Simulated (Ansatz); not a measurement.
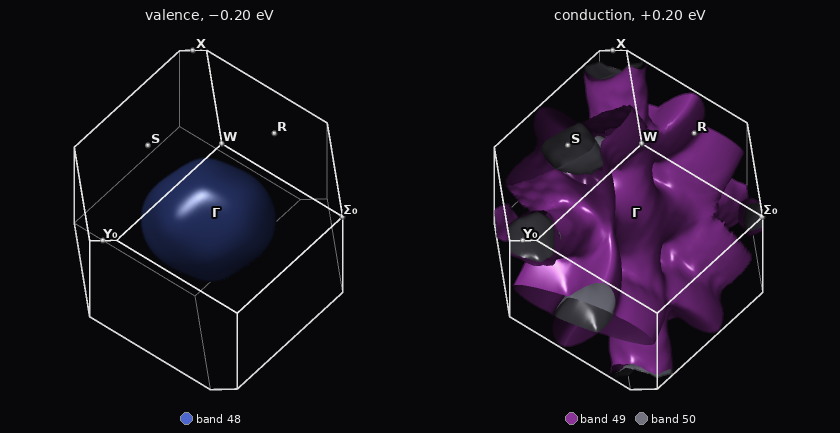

TiO2 (space group Imma, No. 74): constant-energy surfaces at both band edges (energies from each edge).

Level of theory: DFT PBE, scalar-relativistic, plane waves, PAW; levels and slopes on a dense k mesh at the converged density (Ansatz). No spin polarisation. Mesh 16×16×16, interpolated with the band slopes. The geometry was not relaxed. The cell comes from a database of computed structures, not from a measurement.

Masses come from a second pass at points close to the extrema; at the energies drawn a band may no longer be parabolic.

**What kind of gap has this crystal, and what size does the calculation give?**

The gap is direct, 1.84 eV at this level of theory (semilocal functionals give gaps that are too small, and can reorder valleys that lie close). Another valley lies within 0.05 eV of an edge, so the kind of gap can change with the cell or the functional.

**Give the valleys and their effective masses.**

Valence band (extrema up to 0.20 eV from the edge): one maximum at Γ, principal masses 2.86, 2.86 and 5.17 mₑ. Band 48 forms the valence edge.
Conduction band (extrema up to 0.20 eV from the edge): one minimum at Γ, principal masses 0.58, 1.15 and 1.22 mₑ; one minimum at X, 0.03 eV above the edge, principal masses 0.50, 0.78 and 4.46 mₑ; two equivalent minima at S, 0.04 eV above the edge, two bands meeting there. Band 49 forms the conduction edge; band 50 begins 0.04 eV higher (at X). The surfaces have further parts: band 50 comes within 0.16 eV of the edge away from the named points and lines.

Where one band's surface lies inside another's, the outer one hides all or part of it.

Cost: 39 s on 4 threads of Intel(R) Xeon(R) 6975P-C (Granite Rapids), with other jobs on the host, peak memory 2 GiB.
